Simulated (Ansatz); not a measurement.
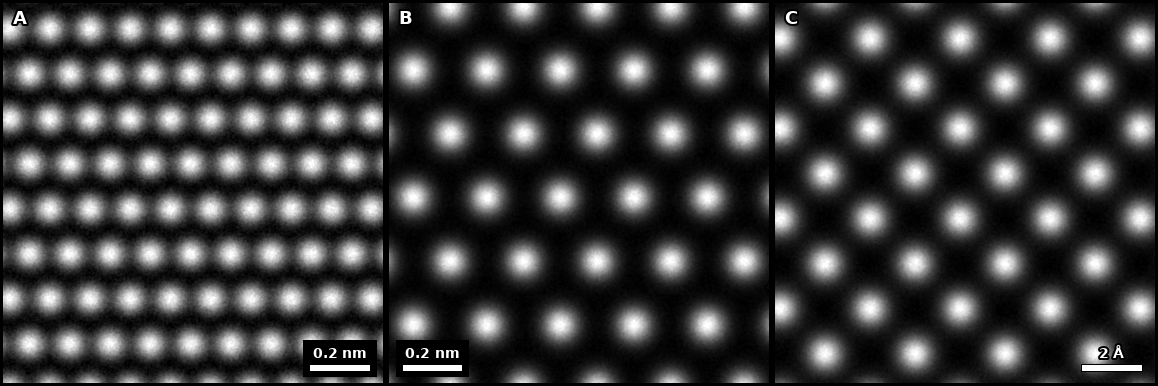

Three views of Ta (Fd-3m, No. 227) along different zone axes. Simulated as the projected potential of neutral atoms (B = 0.8 Å²) blurred by a 0.69 Å probe, the thin-sample limit of integrated differential phase contrast. Shot noise was added. Structure: coordinates from a relaxation with Ansatz 0.2.0, DFT, RPBE, plane waves (420 eV) with PAW, scalar-relativistic; the starting structure was generated, so it need not be a known form of this composition.

```
Ta
1.0
     6.16190    0.00000    0.00000
     0.00000    6.16190    0.00000
     0.00000    0.00000    6.16190
Ta
8
Direct
  0.75000 0.75000 0.75000
  0.00000 0.50000 0.00000
  0.75000 0.25000 0.25000
  0.00000 0.00000 0.50000
  0.25000 0.75000 0.25000
  0.50000 0.50000 0.50000
  0.25000 0.25000 0.75000
  0.50000 0.00000 0.00000
```

Question: Match the panels to the zone axes [001], [111] and [210].

Answer: A is [210]: projected cell 1.38 × 1.69 Å, 114°, plane group c2mm. B is [111]: projected cell 2.52 × 2.52 Å, 120°, plane group p6mm. C is [001]: projected cell 2.18 × 2.18 Å, 90°, plane group p4mm.
